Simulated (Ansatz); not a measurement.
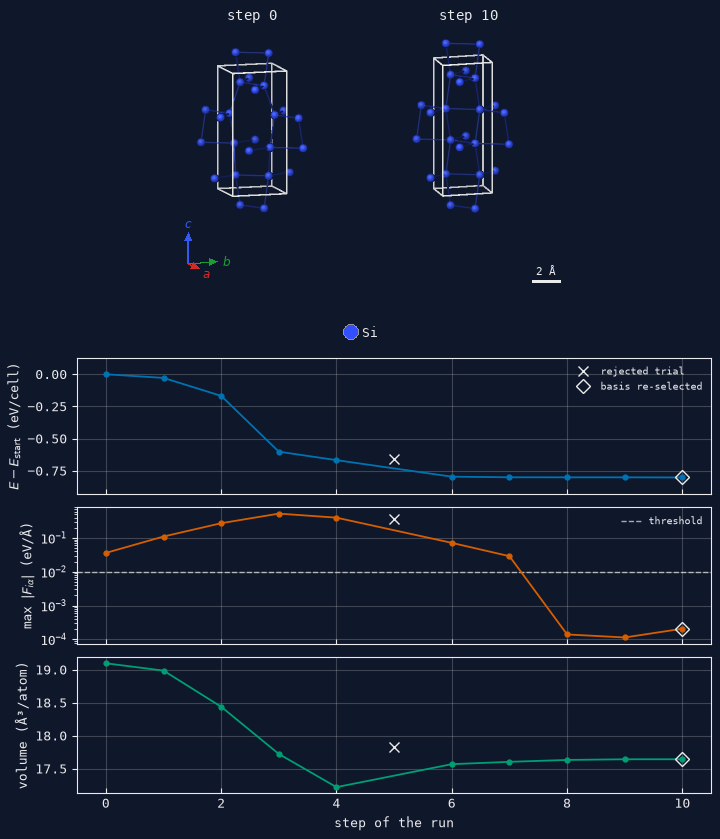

First and last geometry of a relaxation of solid Si (a generated structure, set up in Ccce), with the history of the run. Style: ball-and-stick. Shown: the cell of the calculation, slightly off an axis.

Theory: Ansatz, DFT PBE, scalar-relativistic, plane waves, PAW.

The input:
```yaml
crystal:
  lattice:
    - [2.8251230853, -3.0164969636, 0.0]
    - [2.8251230853, 3.0164969636, 0.0]
    - [0.0, 0.0, 8.9637857201]
  atoms:
    - { symbol: Si, position: [0.2651330683, 0.1481244586, 0.6272608538] }
    - { symbol: Si, position: [0.3518755414, 0.2348669317, 0.1272608538] }
    - { symbol: Si, position: [0.7348669317, 0.8518755414, 0.6272608538] }
    - { symbol: Si, position: [0.7651330683, 0.6481244586, 0.8727391462] }
    - { symbol: Si, position: [0.6481244586, 0.7651330683, 0.1272608538] }
    - { symbol: Si, position: [0.2348669317, 0.3518755414, 0.8727391462] }
    - { symbol: Si, position: [0.8518755414, 0.7348669317, 0.3727391462] }
    - { symbol: Si, position: [0.1481244586, 0.2651330683, 0.3727391462] }
basis:
  ecutwfc: 420
kpoints:
  mp_grid: { grid: [10, 10, 4] }
hamiltonian:
  xc: pbe
scf:
  occupations: { method: gaussian, width: 0.1 }
output:
  forces: true
  stress: true
  eigenvalues: true
relax:
  adjacent_minimum: "off"
  f_tol: 0.01
  max_steps: 80
  cell: { stress_tol: 0.05 }
```

Run as
```bash
ansatz run input.yaml --threads 1 --pin off --max-ram 2560MiB --backend cpu --events-out ev --progress --plain --runs-dir out
```

Read the history and describe the run.

It converged. The largest moves relative to the cell, 0.21 Å, are those of 8 atoms (Si1, Si2, Si3, Si4 and others). Si6 goes roughly along [−1 −1 0]. Cell: a = b 4.133 → 3.911 Å (−5.4 %), c 8.964 → 9.534 Å (+6.4 %), γ 93.8° → 104.6°. Volume −7.6 %. Near-neighbour distances that change, for instance: Si1–Si3 3.390 → 2.500 Å, Si1–Si6 2.362 → 2.491 Å, Si1–Si8 2.388 → 2.491 Å, Si1–Si3 (another image) 2.439 → 2.500 Å. New bonds form: Si1–Si3 (3.39 → 2.50 Å), Si2–Si5 (3.39 → 2.50 Å), Si4–Si6 (3.39 → 2.50 Å), Si7–Si8 (3.39 → 2.50 Å). Bond angles that change, for instance: Si5–Si2–Si5 118.8° → 106.9°, Si5–Si2–Si8 96.4° → 85.2°, Si6–Si2–Si8 143.3° → 146.2°. The space group (tolerance 0.01 Å) goes from Ccce (No. 68) to Fmmm (No. 69). The energy falls by 0.801 eV per cell of the calculation in 8 accepted moves (10 points after the start). Largest force component: 0.036 eV/Å at the start, 0.00021 eV/Å at the end. The pressure goes from 0.36 to 0.01 GPa. The line search rejected the trial step at point 5 of the run. At 1 point the geometry stayed and the basis and grid were re-selected for the new cell (energy shift of 1.1 meV per cell of the calculation at most each time). Cost: 9.2 min on 1 thread of Intel(R) Xeon(R) Processor @ 2.50GHz (Skylake/Cascade Lake), on a shared host, peak memory 0.58 GiB.
